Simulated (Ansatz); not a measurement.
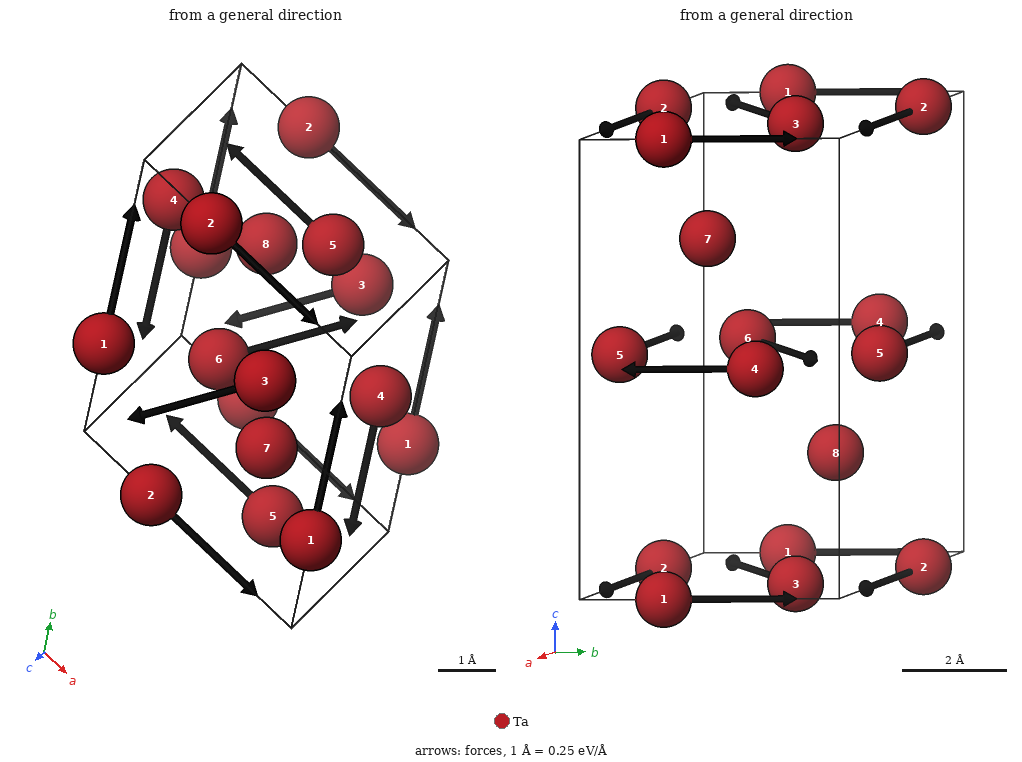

Crystal structure, spheres-only style, seen from two general directions. The wireframe shows the simulation cell. The arrows are the computed forces on the atoms.

System: Ta. Results below were computed with DFT r2SCAN, scalar-relativistic, plane waves, PAW in Ansatz 0.2.0; the settings were a kinetic-energy cutoff of 500 eV, a 12×12×6 grid in reciprocal space, Gaussian smearing of 0.15 eV, no spin polarisation.

Are the atoms in equilibrium?

Answer. No. The atoms still feel forces of up to about 0.52 eV/Å, far above a usual threshold of 0.01 to 0.03 eV/Å.

The structure was taken from a structure listed in the Materials Project. The cell was then strained or its atoms displaced on purpose. It went into a calculation with Ansatz.
